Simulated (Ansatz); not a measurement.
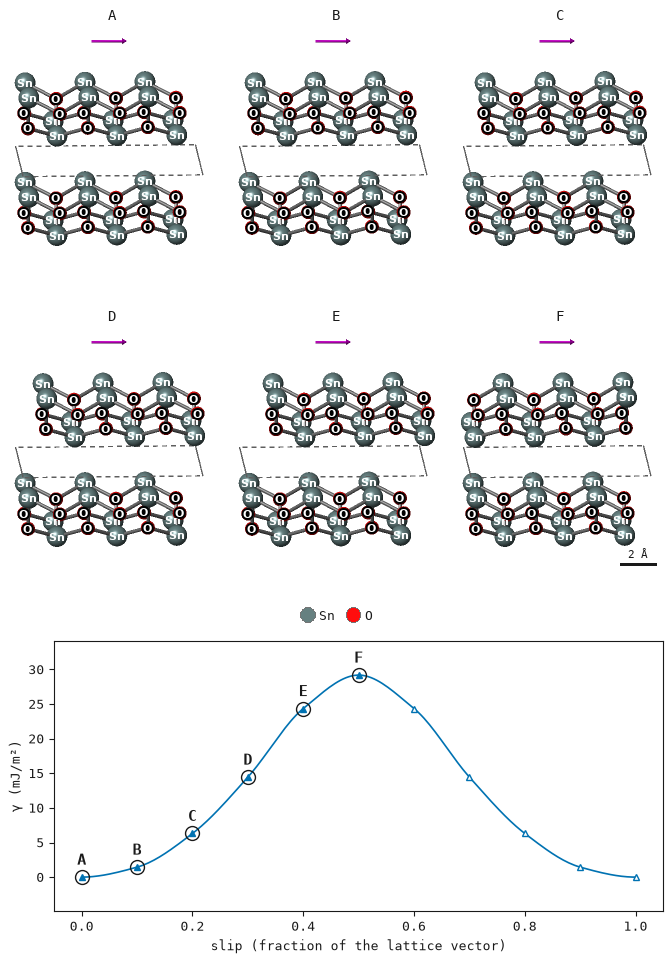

A scan of a crystal of SnO (Pmn2_1): the crystal above a cut along the (0 1 0) plane of the conventional cell (between a plane of Sn below and one of Sn above, 3.04 Å apart) is slid rigidly by fractions of an in-plane lattice vector 3.36 Å long (a generalised stacking fault). One cut stands in each cell, which starts 11.3 Å high; nothing is relaxed, and the dashed outline marks the cut, the arrow on top the direction of slip. The lettered frames are marked on the plot. Hollow markers are points alike by symmetry, not computed again. Style: ball-and-stick. Shown: the layers on both sides of the cut, from the side, nearly along the cut plane.

Theory: DFT LDA, scalar-relativistic, plane waves, PAW (Ansatz 0.2.0). (plane-wave cutoff 420 eV; k-point mesh 6 × 8 × 3; occupations gaussian; smearing width 0.05 eV; no spin polarisation). Energies (free energies at the smearing named) are counted from the cell as listed in its source, which wasn't relaxed.

> Read off the main features of the energy profile.

The curve starts and ends at zero, since a full lattice vector restores the crystal. Its highest computed point is 29.2 mJ/m² at slip 0.50, which the unstable stacking-fault energy of this rigid path equals or slightly exceeds. No local minimum shows among the points, so there is no metastable fault on this line. The path is symmetric about half-way. Relaxation across the fault would lower the values.

Limits of the set-up: layers or molecules are held without a dispersion correction, so their spacing is unreliable.
